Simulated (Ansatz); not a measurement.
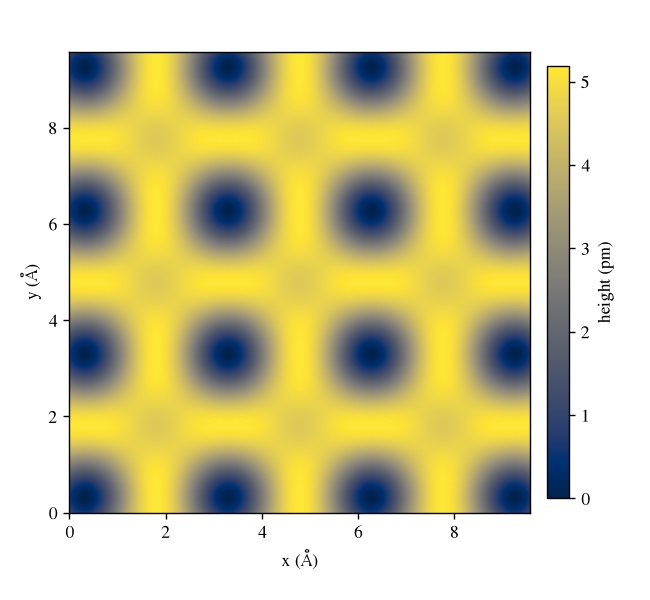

Simulated STM image (constant-current image at a set point of 2.7 × 10⁻⁴ e/Å³, sample bias −0.50 V).

The STM signal is simulated in the Tersoff–Hamann approximation. Bias windows are sharp sums over the levels of the k mesh.

Q: What is the lattice of this pattern?

A: The pattern repeats on a square lattice with shortest vectors of 3.0 Å at 90°, a cell of 8.9 Å², with 2 maxima above 60 % of the range in each cell.

The surface:

AlRu(100) (Pm-3m bulk, 9 atomic planes (those closer than 0.6 Å count as one), 12 Å, Ru-terminated, slab composition Ru5Al4). The brightest spots lie over points 1.5 Å to the side of the top Ru atoms; the darkest points are over the Al atoms 1.4 Å below the top plane. So weak a contrast (5 pm) depends on the k-mesh and on the tip.

These are results of DFT PBEsol, scalar-relativistic, plane waves, PAW in Ansatz, not measurements. Cutoff 420 eV, 17 × 17 k-points, Gaussian smearing 0.1 eV, dipole correction. The slab is a cut without reconstruction beyond its cell, at the source's lattice constants, with its lower half held fixed and the rest relaxed. No spin polarisation. The run couldn't confirm all of its levels under its output density. The run warns that the functional's potential is rough in the thin density of the vacuum, where the tip is; weak contrasts and barriers may feel it.
